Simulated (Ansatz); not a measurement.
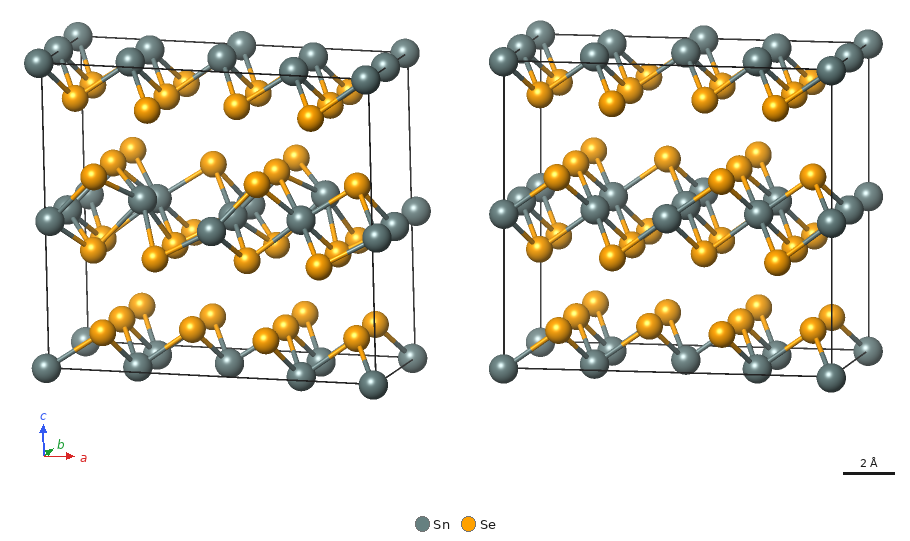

Two geometries of solid Sn$_{8}$Se$_{15}$ (a generated structure, set up in P1) (coarse preliminary run), drawn at one scale. One is the start of a relaxation, the other its converged end. Style: ball-and-stick. Shown: the larger cell on standard axes (2 times the calculation's cell) (origin shifted), slightly off an axis.

The calculation used DFT PBEsol, scalar-relativistic, plane waves, PAW (Ansatz 0.2.0). Settings: plane-wave cutoff 420 eV; k-point mesh 2 × 2 × 1; occupations gaussian; smearing width 0.1 eV; mesh shifted by (0.5, 0.5, 0); no spin polarisation; cell and atoms relaxed; force threshold 0.04 eV/Å; at most 50 steps.

> Which one is relaxed?

The left one is the relaxed one. Case: 1 of 16 Se atoms taken out at random. Over 15 accepted moves (18 points after the start) the energy falls by 20.3 meV per atom. The largest force component goes from 0.77 to 0.011 eV/Å. The pressure goes from −0.22 to 0.00 GPa. The line search rejected the trial steps at points 14, 16 of the run. At 1 point the geometry stayed and the basis and grid were re-selected for the new cell (energy shift of 0.1 meV per atom at most each time). A Sn atom moves most relative to the cell: 0.58 Å along [1 0 2]. Largest moves by element: Sn 0.58 Å, Se 0.45 Å. The drawn cell changes as follows: a 13.229 → 13.174 Å (−0.4 %), b 7.638 → 7.647 Å (+0.1 %), c 12.294 → 12.203 Å (−0.7 %), β 90.0° → 92.9°, γ 90.0° → 88.6°; the volume changes by −1.2 %. Some distances before and after: Se–Sn 2.746 → 2.974 Å, Se–Sn 2.735 → 2.925 Å, Se–Sn 2.695 → 2.868 Å, Se–Sn 2.741 → 2.598 Å. Bond angles that change, for instance: Se–Sn–Se 178.0° → 155.9°, Se–Sn–Se 178.5° → 157.5°, Se–Sn–Se 178.6° → 159.2°. The space group stays P1 (No. 1).

Limits of the set-up: layers or molecules are held without a dispersion correction, so their spacing is unreliable.
